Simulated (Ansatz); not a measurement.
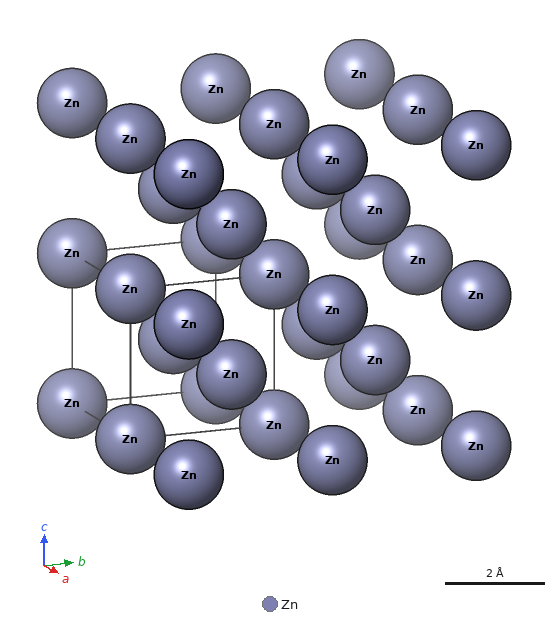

Reference structure: a symmetric starting cell of Zn. A spheres-only model of the conventional cell (2 times the calculation's cell), repeated 2 × 2 × 2 with one cell outlined, seen slightly off an axis. Lengths and directions refer to the drawn axes.

Level of theory: DFT PBEsol, scalar-relativistic, plane waves, PAW in Ansatz. (plane-wave cutoff 420 eV; k-point mesh 16 × 16 × 16; occupations gaussian; smearing width 0.1 eV; no spin polarisation)

The variant: The cell is strained by +4.4 % along [1 1 −1], +3.0 % roughly along [2 −3 0], +1.8 % along [2 1 3] (volume +9.4 %), the atoms keeping their fractional coordinates. No relaxation follows. The starting cell wasn't computed here and needn't be at equilibrium, so pressure and forces aren't due to the change alone.

Input file:
```yaml
crystal:
  lattice:
    - [-1.630778606, 1.6050620895, 1.6138330064]
    - [1.599397866, -1.6266834194, 1.6040735962]
    - [1.6418560072, 1.6377608206, -1.6354543362]
  atoms:
    - { symbol: Zn, position: [0.0, 0.0, 0.0] }
basis:
  ecutwfc: 420
kpoints:
  mp_grid: { grid: [16, 16, 16] }
hamiltonian:
  xc: pbesol
scf:
  occupations: { method: gaussian, width: 0.1 }
output:
  forces: true
  stress: true
  eigenvalues: true
  populations: true
```

Run as
```bash
ansatz run input.yaml --threads 1 --pin off --max-ram 1331MiB --backend cpu --events-out ev --progress --plain --runs-dir out
```

Q: What does the calculation give for the changed structure?

A: The pressure is −8.7 GPa (not all of it need come from the change, since the unchanged cell can be under pressure at this level too). The principal stresses (compression positive) are −8.4 GPa along [2 1 3], −8.7 GPa roughly along [2 −3 0], −9.1 GPa along [1 1 −1]. All forces vanish by symmetry. Among the bonded contacts that change: Zn–Zn 2.718 → 2.777 to 2.838 Å. The space group (tolerance 0.01 Å) goes from Im-3m (No. 229) to P-1 (No. 2).

Drawn alike, the variant:

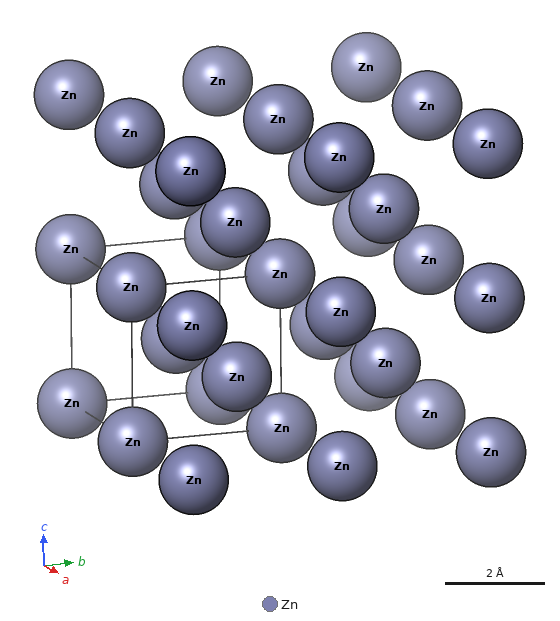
